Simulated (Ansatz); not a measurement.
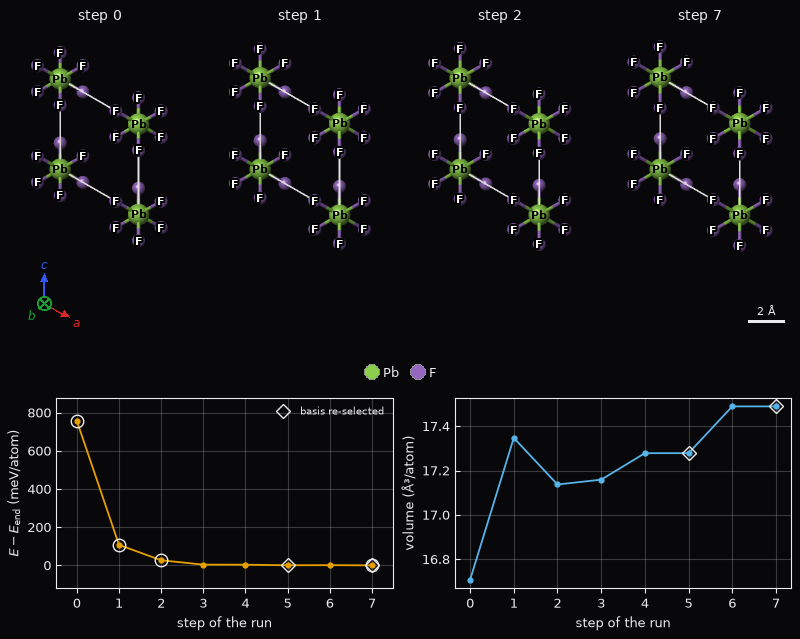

Frames of a relaxation of a crystal of PbF6 (a generated structure, set up in Im-3m) (coarse preliminary run), marked on the history of the run. The picture is a ball-and-stick view of the cell of the calculation, seen along the b axis.

Level of theory: DFT PBE, scalar-relativistic, plane waves, PAW in Ansatz.

Input file:
```yaml
crystal:
  lattice:
    - [-3.08069894, 3.08069894, 3.08069894]
    - [3.08069894, -3.08069894, 3.08069894]
    - [3.08069894, 3.08069894, -3.08069894]
  atoms:
    - { symbol: Pb, position: [0.0, 0.0, 0.0] }
    - { symbol: F, position: [0.0, 0.70970534, 0.70970534] }
    - { symbol: F, position: [0.0, 0.29029466, 0.29029466] }
    - { symbol: F, position: [0.70970534, 0.0, 0.70970534] }
    - { symbol: F, position: [0.29029466, 0.0, 0.29029466] }
    - { symbol: F, position: [0.70970534, 0.70970534, 0.0] }
    - { symbol: F, position: [0.29029466, 0.29029466, 0.0] }
basis:
  ecutwfc: 420
kpoints:
  mp_grid: { grid: [4, 4, 4] }
hamiltonian:
  xc: pbe
scf:
  occupations: { method: gaussian, width: 0.1 }
  lower_state_search: "off"
output:
  forces: true
  stress: true
  eigenvalues: true
relax:
  adjacent_minimum: "off"
  f_tol: 0.04
  max_steps: 70
  cell: { stress_tol: 0.4 }
```

Run as
```bash
ansatz run input.yaml --threads 1 --pin off --max-ram 2048MiB --backend cpu --events-out ev --progress --plain --runs-dir out
```

**What happens along the run?**

After 5 accepted moves (7 points after the start) the energy has fallen by 757 meV per atom. Largest force component: 8.1 eV/Å at the start, 0.0009 eV/Å at the end. The pressure goes from 38.72 to 0.16 GPa. At 2 points the geometry stayed and the basis and grid were re-selected for the new cell (energy shift of 2.9 meV per atom at most each time). The largest moves relative to the cell, 0.26 Å, are those of F2, F3, F4, F5, F6 and F7. F5 goes along [1 0 1]. Pb stays in place. Cell: a = b = c 5.336 → 5.418 Å (+1.5 %). Volume +4.7 %. Some distances before and after: Pb1–F2 1.789 → 2.077 Å. The space group stays Im-3m (No. 229). Cost: 12 s on 1 thread of Intel(R) Xeon(R) Platinum 8488C (Sapphire Rapids), on a shared host, peak memory 0.44 GiB. From step 0 to 1: F atoms move most (0.14 Å), volume +3.8 %, energy −650 meV per atom. From step 1 to 2: F atoms move most (0.07 Å), volume −1.2 %, energy −80.7 meV per atom. From step 2 to 7: F atoms move most (0.05 Å), volume +2.1 %, energy −26.7 meV per atom.

| step | E − E(0), meV/atom | largest force component, eV/Å | pressure, GPa | volume, Å³/atom | note |
| --- | --- | --- | --- | --- | --- |
| 0 | 0.00 | 8.0662 | 38.72 | 16.707 |  |
| 1 | -649.76 | 2.1366 | 9.49 | 17.347 |  |
| 2 | -730.42 | 0.9650 | 4.49 | 17.137 |  |
| 3 | -753.37 | 0.1535 | 0.88 | 17.159 |  |
| 4 | -753.69 | 0.0214 | 0.10 | 17.279 |  |
| 5 | -756.57 | 0.0229 | 0.47 | 17.279 | same geometry, new basis |
| 6 | -756.01 | 0.0014 | 0.12 | 17.489 |  |
| 7 | -757.08 | 0.0009 | 0.16 | 17.489 | same geometry, new basis |
